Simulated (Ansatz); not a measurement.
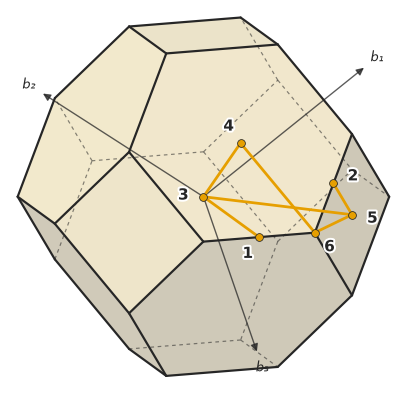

For CoH3, the input geometry of an electronic-structure calculation (not necessarily at equilibrium); the starting structure was generated, so it need not be a known form of this composition: the first Brillouin zone of a face-centred cubic lattice (cF; extended symbol cF2) is drawn with its special points numbered. All values are computed from the atomic coordinates in the standard setting (tolerance 0.002 Å).

a = 4.165 Å, b = 4.165 Å, c = 4.165 Å, α = 90.00°, β = 90.00°, γ = 90.00°.

Labels and path follow the convention of Hinuma et al. (2017), as computed by seekpath; the arrows show the directions of the reciprocal primitive vectors b₁, b₂, b₃, in which coordinates are given.

**Which special point is each number?**

```json
{"no.": "1", "label": "K", "coordinates": "(3/8, 3/8, 3/4)"}
{"no.": "2", "label": "U", "coordinates": "(5/8, 1/4, 5/8)"}
{"no.": "3", "label": "Γ", "coordinates": "(0, 0, 0)"}
{"no.": "4", "label": "L", "coordinates": "(1/2, 1/2, 1/2)"}
{"no.": "5", "label": "X", "coordinates": "(1/2, 0, 1/2)"}
{"no.": "6", "label": "W", "coordinates": "(1/2, 1/4, 3/4)"}
```
